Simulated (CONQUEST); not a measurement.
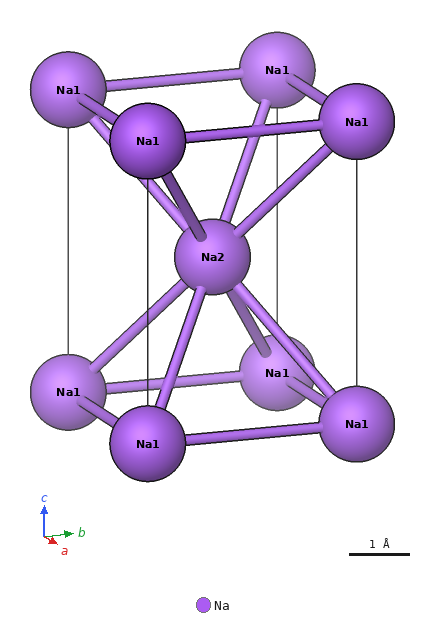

The input geometry (ball-and-stick view of the cell of the calculation, seen slightly off an axis; atoms are numbered from 1 in the order of the input).

Density-of-states run of Na

System: Na (I4/mmm, 2 atoms in the cell).
Method: Kohn-Sham DFT of a periodic cell, LDA, PseudoDojo NC LDA, no spin polarisation (CONQUEST 1.3).

The structure derives from a Materials Project entry.

## Input file
```
IO.Title Na
IO.Coordinates coords.dat
IO.FractionalAtomicCoords T
IO.Iprint 2
IO.Iprint_init 1
General.NumberOfSpecies 1
General.PseudopotentialType hamann
AtomMove.TypeOfRun static
AtomMove.FullStress T
Grid.GridCutoff 80
DM.SolutionMethod diagon
Diag.MPMesh T
Diag.GammaCentred T
Diag.MPMeshX 6
Diag.MPMeshY 6
Diag.MPMeshZ 4
Diag.kT 0.00367493
minE.SCTolerance 1e-6
SC.MaxIters 100
IO.AtomChargeOutput T
IO.writeDOS T
IO.write_proj_DOS T
%block ChemicalSpeciesLabel
1 22.990 Na
%endblock
```

Run on 1 thread of Intel Xeon (Sapphire Rapids), 16 GiB of memory available, shared host.

Launch command:
```bash
Conquest, then PostProcessCQ with the Process lines added to Conquest_input
```

## The program's output
```
Simulation cell dimensions:     7.1367 a0 x     7.1367 a0 x     9.9675 a0

      Atomic coordinates (a0)
         Atom         X         Y         Z  Species
            1    0.0000    0.0000    0.0000        1
            2    3.5684    3.5684    4.9837        1

         Monkhorst-Pack mesh:   6 x   6 x   4 gamma-centred
        This calculation includes non-local pseudopotentials,
         with a maximum core radius of     10.33301948

    Job title: Na
    Job to be run: static calculation

    Ground state search:
      Support functions represented with PAO basis
      1:1 PAO to SF mapping
      Non-spin-polarised electrons
      Solving for the K matrix using diagonalisation
      Using Fermi-Dirac smearing

    Integration grid size:     32 x   32 x   48

    Integration grid spacing:  0.223 a0 x 0.223 a0 x 0.208 a0

    Number of species:  1
    --------------------------------------------------------
    |   #  mass (au)  Charge (e)  SF Rad (a0)  NSF  Label  |
    --------------------------------------------------------
    |   1     22.990       9.000       10.705    9  Na     |
    --------------------------------------------------------
          SCF tolerance:                 0.00000100
          SCF iterations:               100

    LibXC version:  6. 2. 2
    Using the LDA functional Slater exchange
    Using the LDA functional Perdew & Wang

           radial cut-off to be used is taken to be max PAO cut-off radius for this species:   10.333019

           greatest ang. mom. for making density from PAOs:  1
    Minimum blocs/proc is      768. Maximum blocs/proc is      768
    set_atom_dens: In set_atomic_density, electrons :      18.000000000000
 matrix_size & matrix_size_padH =           18          18

    Screened ion int: energy:     -74.349315372935 Ha

    new_SC_potl: Starting.  Tolerance:  0.10000E-05

    PulayMixSC: Starting Pulay mixing, A_up =  0.500 A_dn =  0.500
    PulayMixSC: Spin non-polarised calculation.
          Harris-Foulkes Energy            :       -91.214570134231607 Ha
          GroundState Energy (E-(1/2)TS)   :       -91.215154770538774 Ha
          Free Energy (E-TS)               :       -91.215739406845941 Ha
          DFT Total Energy                 :       -91.210586119978586 Ha
          Total number of electrons        :        17.999999999999758
    PulayMixSC: Pulay iteration     1 residual:              0.20821E-02
          Harris-Foulkes Energy            :       -91.211851453086794 Ha
          GroundState Energy (E-(1/2)TS)   :       -91.212435891253378 Ha
          Free Energy (E-TS)               :       -91.213020329419948 Ha
          DFT Total Energy                 :       -91.211310762675907 Ha
          Total number of electrons        :        18.000032967590240
    PulayMixSC: Pulay iteration     2 residual:              0.73496E-03
          Harris-Foulkes Energy            :       -91.211422138230418 Ha
          GroundState Energy (E-(1/2)TS)   :       -91.212006450550902 Ha
          Free Energy (E-TS)               :       -91.212590762871386 Ha
          DFT Total Energy                 :       -91.211421990725626 Ha
          Total number of electrons        :        18.000057957128913
    PulayMixSC: Pulay iteration     3 residual:              0.44614E-04
          Harris-Foulkes Energy            :       -91.211422265236578 Ha
          GroundState Energy (E-(1/2)TS)   :       -91.212006588573175 Ha
          Free Energy (E-TS)               :       -91.212590911909771 Ha
          DFT Total Energy                 :       -91.211422236142838 Ha
          Total number of electrons        :        18.000064678276217
    PulayMixSC: Pulay iteration     4 residual:              0.64581E-05
          Harris-Foulkes Energy            :       -91.211422404733625 Ha
          GroundState Energy (E-(1/2)TS)   :       -91.212006729168479 Ha
          Free Energy (E-TS)               :       -91.212591053603333 Ha
          DFT Total Energy                 :       -91.211422403255838 Ha
          Total number of electrons        :        18.000064941069635
    PulayMixSC: Pulay iteration     5 residual:              0.14144E-05
          Harris-Foulkes Energy            :       -91.211422456554686 Ha
          GroundState Energy (E-(1/2)TS)   :       -91.212006781194106 Ha
          Free Energy (E-TS)               :       -91.212591105833525 Ha
          DFT Total Energy                 :       -91.211422456554175 Ha
          Total number of electrons        :        18.000066760584627
    PulayMixSC: Pulay iteration     6 residual:              0.24846E-07
    PulayMixSC: Reached SCF tolerance of  0.24846E-07 after      6 iterations
      | Number of electrons      =        18.000067
      |* band energy as 2Tr[K.H] =       -21.723733112563174 Ha
      |  screened ion-ion energy =       -74.349315372934825 Ha
      |  Ha correction           =         0.696815654187472 Ha
      |  XC correction           =         4.164810303281911 Ha
      | GS Energy as E-(1/2)TS   =       -91.212006781194106 Ha
      | Free Energy as E-TS      =       -91.212591105833525 Ha
      |* Harris-Foulkes energy   =       -91.211422456554686 Ha
      |* DFT total energy        =       -91.211422456554175 Ha
      |  estimated accuracy      =        -0.000000000000512 Ha
    get_E_and_F: Change in energy during last step of electronic optimisation: -0.51821E-07

    BIBLIOGRAPHY: Please consider citing the following references in the conquest.bib file

    CONQUEST:         Bowler2002pt, Miyazaki2004, Nakata2020
    Basis:            Bowler2019
    DM:               Bowler:2006xr
    Pseudopotentials: Hamann2013, Bowler2019
    XC references from LibXC:
      P. A. M. Dirac.,  Math. Proc. Cambridge Philos. Soc. 26, 376 (1930)
```

## File PostProcessCQ.log
```
CONQUEST charge density conversion and STM image simulation

D. R. Bowler (UCL) and A. Nakata (NIMS)

  Creating projected density of states (pDOS); also generating DOS

  Calculating density of states (DOS)
    Reading k-points from eigenvalues file, not setting from input file
    Fermi level:     -0.15082 Ha   (=    -4.104 eV)
  Reading bands between   -0.100E+13Ha and    0.100E+13Ha
  Bands     1 to    18 were written out by CONQUEST
  DOS lower limit set by user:     -0.60080 Ha
  DOS upper limit set by user:      0.19920 Ha
  Sigma set by user:     0.002000 Ha
  Dividing DOS into   501 bins of width     0.001632 Ha
 iDOS_low is    7.9999999784001163
  DOS between      -0.609 Ha and Ef integrates to        2.000 electrons
  DOS between      -0.609 Ha and       0.207 Ha integrates to       13.027 electrons

  Calculating projected density of states (DOS)
    Resolving in l
    Producing pDOS for all atoms in cell
  Opening block file: hilbert_make_blk.dat
  Original run on        1 processors
  Results of integrating pDOS between      -0.609 and       0.207 Ha (electrons per atom).
       Atom       Total        l=0        l=1        l=2
          1       1.000      0.610      0.390
          2       1.000      0.610      0.390
  Integrated pDOS:       2.000 electrons
```

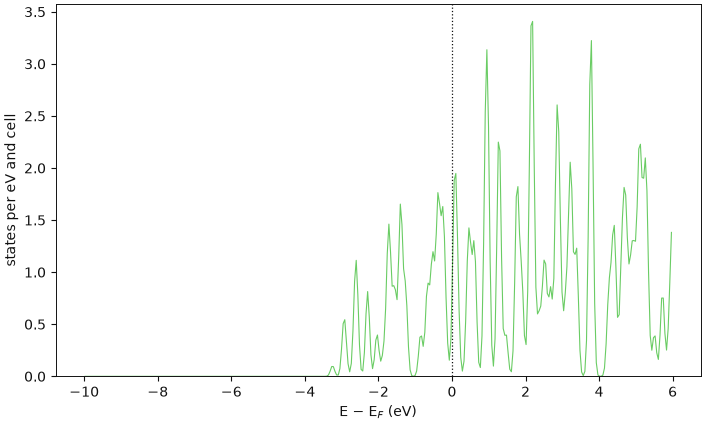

Density of states from the levels on the mesh of the run, whose fine structure reflects that mesh, with energies from the Fermi level of the run. At the top of the window the curve may fall because the computed bands end.

## Results in brief

```json
{"quantity": "outcome", "value": "converged"}
{"quantity": "space group (tolerance 0.01 Å)", "value": "I4/mmm (139)"}
{"quantity": "electrons treated", "value": "18"}
{"quantity": "free energy", "value": "−2482.0210 eV"}
{"quantity": "Fermi energy of the self-consistent step", "value": "−4.104 eV"}
{"quantity": "gap on the k-point mesh", "value": "none (metallic)"}
{"quantity": "wall time", "value": "9.9 s"}
{"quantity": "peak memory", "value": "0.28 GiB"}
```
